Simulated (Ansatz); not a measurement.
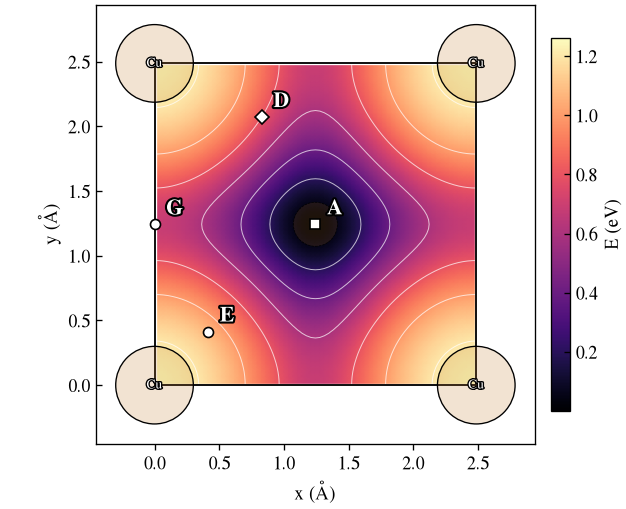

Cu on a Cu(100) slab cut from the Fm-3m phase, its upper half relaxed before the scan (12 atoms of substrate and one adsorbate in a 2 × 2 cell). Cu is moved over the surface cell; relaxed at each place: the height of the adsorbate's atoms; substrate rigid; the origin of the map has the adsorbate above Cu9. Places are given modulo a cell vector. The map is drawn in real space over the plane of the surface. Grid: 6 × 6 points; 10 points were computed and 26 follow by symmetry. Places are given in fractions of the 1 × 1 surface cell. Energies are in eV, from the lowest grid point. Theory: Ansatz, DFT LDA, scalar-relativistic, plane waves, PAW. Settings: cutoff 420 eV, k-mesh 6×6×1, gaussian smearing 0.1 eV, no spin polarisation.

Drawn: a smooth colour map with a few white contour lines, labelled circles for the atoms of the top layer and small ones for the second layer, the outline of one cell of the plane, lettered points. Between grid points the surface is interpolated.

> Is E the lowest point of the computed grid?

No. E lies 1.07 eV above the lowest grid point, which is at a fourfold hollow over a second-layer Cu atom, (3/6, 3/6) of the cell vectors.

> Rank the lettered points by energy, lowest first.

A (0.00 eV), G (0.69 eV), D (0.80 eV), E (1.07 eV).

PAW datasets: the set soft_1.
